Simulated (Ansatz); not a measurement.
## Energy of WS$_{2}$ along a shift of atoms along one path

System: WS$_{2}$ (P1, 3 atoms in the cell).
Method: DFT PBEsol+D3(BJ), scalar-relativistic, plane waves, PAW, no spin polarisation (Ansatz 0.2.0).

The 5 runs differ only in the geometry, by a shift of atoms along one path in a fixed cell. The shift s is measured from run 3: S2 moves along the Cartesian direction (0.00, 0.00, 1.00), and W1 and S3 with it in fixed proportion. The structure derives from a Materials Project entry.

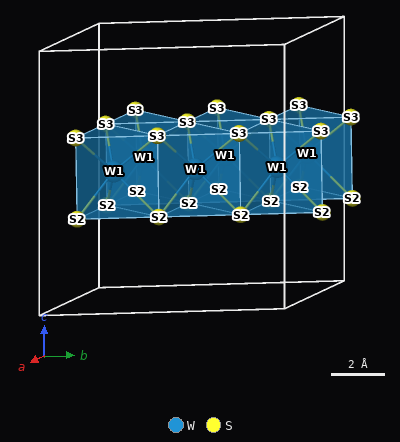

Figure 1. The structure of run 3 (polyhedral view of the 2 × 3 repeat of the cell, with the vacuum cut short, seen slightly off an axis; polyhedra are completed across the faces of the cell; atoms are numbered from 1 in the order of the input).

### Input of run 3
```yaml
crystal:
  lattice:
    - [3.1237017326, 0.0, 0.0]
    - [-1.5618508663, 2.7052050543, 0.0]
    - [0.0, 0.0, 16.9362771992]
  atoms:
    - { symbol: W, position: [0.3333333333, 0.6666666667, 0.001009094] }
    - { symbol: S, position: [0.6423365588, 0.3333333333, 0.9042515991] }
    - { symbol: S, position: [0.6909967745, 0.3333333333, 0.0899620053] }
basis:
  ecutwfc: 420
kpoints:
  mp_grid: { grid: [12, 12, 2] }
hamiltonian:
  xc: pbesol
  dispersion: d3bj
scf:
  occupations: { method: gaussian, width: 0.05 }
output:
  forces: true
  stress: true
  eigenvalues: true
```

Command:
```bash
ansatz run input.yaml --threads 1 --pin off --max-ram 2048MiB --backend cpu --events-out ev --progress --plain --runs-dir out
```

Run 2 differs from it as follows:
```diff
-    - { symbol: W, position: [0.3333333333, 0.6666666667, 0.001009094] }
-    - { symbol: S, position: [0.6423365588, 0.3333333333, 0.9042515991] }
-    - { symbol: S, position: [0.6909967745, 0.3333333333, 0.0899620053] }
+    - { symbol: W, position: [0.3333333333, 0.6666666667, 0.001513641] }
+    - { symbol: S, position: [0.6423365588, 0.3333333333, 0.9028050002] }
+    - { symbol: S, position: [0.6909967745, 0.3333333333, 0.0885154064] }
```

### Results, with one run withheld

| run | shift s of S2 (Å) | free energy per atom, from the lowest run given (meV) | pressure (GPa) | gap on the mesh (eV) | force along the path (eV/Å) |
| --- | --- | --- | --- | --- | --- |
| 1 | −0.0490 | 99.91 | 0.82 | 1.72 | 6.084 |
| 2 | −0.0245 | ? | ? | ? | ? |
| 3 | 0.0000 | 25.07 | 0.30 | 1.93 | 3.067 |
| 4 | 0.0245 | 6.27 | 0.17 | 1.95 | 1.536 |
| 5 | 0.0490 | 0.00 | 0.13 | 1.96 | 0.000 |

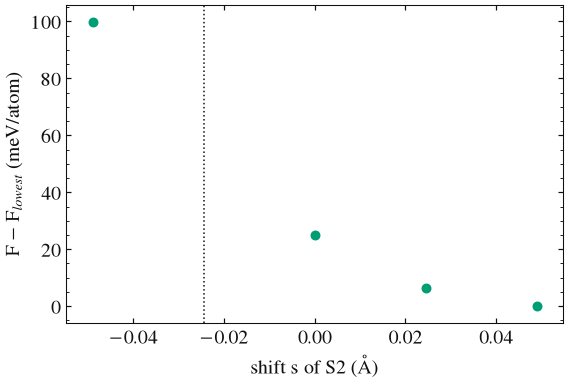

Figure 2. Free energy per atom of the runs given; the dotted line marks run 2.

Estimate the energy of run 2 from the others.

A quadratic polynomial in the coordinate, fitted to the 4 runs given, misses them by at most 0.03 meV per atom. With x = s − 0.0061, it reads F = 19.217 − 893.09 x + 10371 x² (meV per atom). At run 2 it gives 56.26 meV per atom, and the run itself gives 56.33. The slope of the fit gives a force −dF/ds of 4.583 eV/Å along the path (summed over the atoms that move), and the printed forces give 4.585 eV/Å. The fit has no minimum inside this range. The gap on the mesh goes, without turning, from 1.72 eV in run 1 to 1.96 eV in run 5; run 2 has 1.90 eV. These are gaps of this functional on this mesh, which can miss the band edges; they aren't the measured gap.

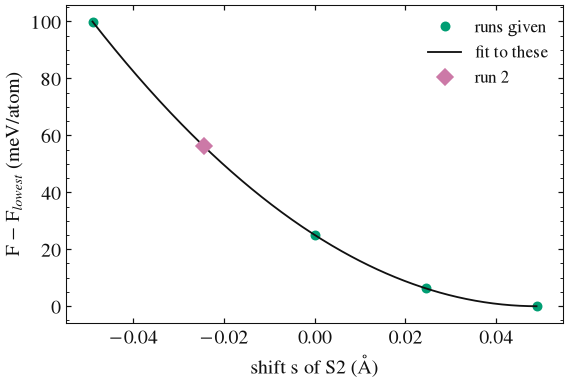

Figure 3. The fit and the withheld run.

### Output, shortened to warnings, some set-up lines, iterations and results (run 2)
```
Basis set: ecut = 420 eV, 2793 PW (Γ), exchange–correlation on 48×48×240 points (8 copies of the dense FFT grid, shifted against one another)
Symmetry: 1 space group operations
k-points: 148 of 288 (time reversal used)
Initial density: superposition of atomic densities (neutral atoms: chi_scale 0, normalization atom), corrected by the library's trained network
[...]
SCF iter   1: F=—  HF=-12029.591151 eV  |F-HF|=—  |Δ(HF+E_count)|=         —  Δρ=5.85e-3  dr2=1.27e-1  ethr=1.77e-3  ⟨swp⟩=9.4  Hψ=18697  notcnv=0
SCF iter   2: F=—  HF=-12029.668843 eV  |F-HF|=—  |Δ(HF+E_count)|=   7.77e-2  Δρ=9.74e-3  dr2=6.81e-1  ethr=4.87e-4  ⟨swp⟩=4.1  Hψ=6818  notcnv=0  recentre
SCF iter   3: F=—  HF=-12029.577507 eV  |F-HF|=—  |Δ(HF+E_count)|=   9.13e-2  Δρ=2.50e-3  dr2=1.79e-2  ethr=4.87e-4  ⟨swp⟩=3.1  Hψ=4785  notcnv=0
SCF iter   4: F=—  HF=-12029.577934 eV  |F-HF|=—  |Δ(HF+E_count)|=   4.27e-4  Δρ=1.61e-3  dr2=3.62e-3  ethr=6.87e-5  ⟨swp⟩=1.4  Hψ=3800  notcnv=0
SCF iter   5: F=—  HF=-12029.579645 eV  |F-HF|=—  |Δ(HF+E_count)|=   1.71e-3  Δρ=5.22e-4  dr2=1.18e-4  ethr=1.39e-5  ⟨swp⟩=2.3  Hψ=3780  notcnv=0
SCF iter   6: F=—  HF=-12029.579913 eV  |F-HF|=—  |Δ(HF+E_count)|=   2.67e-4  Δρ=1.57e-4  dr2=1.46e-5  ethr=4.56e-7  ⟨swp⟩=2.3  Hψ=4049  notcnv=0
SCF iter   7: F=—  HF=-12029.579860 eV  |F-HF|=—  |Δ(HF+E_count)|=   5.26e-5  Δρ=1.50e-5  dr2=3.15e-7  ethr=5.61e-8  ⟨swp⟩=2.2  Hψ=4081  notcnv=0
SCF iter   8: F=-12029.579860 eV  HF=-12029.579860 eV  |F-HF|=2.45e-8  |Δ(HF+E_count)|=   1.88e-7  Δρ=5.31e-6  dr2=2.79e-8  ethr=3.85e-10  ⟨swp⟩=9.4  Hψ=15129  notcnv=0
SCF 1 converged in 8 iterations: F = -12029.579860 eV  dr2 = 2.79e-8
SCF converged after 8 iterations
Free energy (F): -12029.579860 eV
Harris-Foulkes:  -12029.579860 eV  (|F-HF|=2.45e-8)
Internal energy: -12029.579860 eV  (E = F + TS)
E sigma→0 (E₀):  -12029.579860 eV
Fermi energy:    1.394902 eV
--- Per-component energies (eV) ---
  E_band       = -461.768285
  E_kinetic    = 668.520114
  E_local      = -12758.373112  (includes V_loc(G=0)·N_el)
  E_nonlocal   = 60.470539
  E_hartree    = 6060.329820
  E_xc         = -459.127477
  E_vxc        = -415.493446  (∫ρ·V_xc dr)
  E_paw        = -9604.663829  (= ΣΔE_a)
  E_vpaw       = -137.555086  (= ΣTr[D̂ρ^β])
  E_aug_tail   = -0.000060  (compensation charges beyond the density's cutoff)
  E_ewald      = 4003.677906
  E_disp       = -0.759453  (pairwise vdW)
  E_core_change = 0.345691  (= ΣΔE_core)
  E_smearing   = -0.000000  (= −TS)
  E_closure    = -0.000000  (closes the sum)
  Σ components = -12029.579860   (vs F -12029.579860, Δ=0.00e0)
--- Forces (eV/Å), atoms counted from 1 ---
  atom   1  W      0.38529214     0.10537427    -3.39963658
  atom   2  S      0.61908174    -0.03485727     1.43750877
  atom   3  S     -1.00437370    -0.07051728     1.96218040
  max |Σ_I F_I| component: 5.26e-5 eV/Å
--- Stress (GPa, compression-positive) ---
        0.516836       0.459917      -2.815406
        0.459917       0.503797      -0.051086
       -2.815406      -0.051086       0.529338
  P = ⅓ Tr σ = 0.5167 GPa (5.167 kbar)
```

Notes: Spin–orbit coupling is left out, which matters for W.
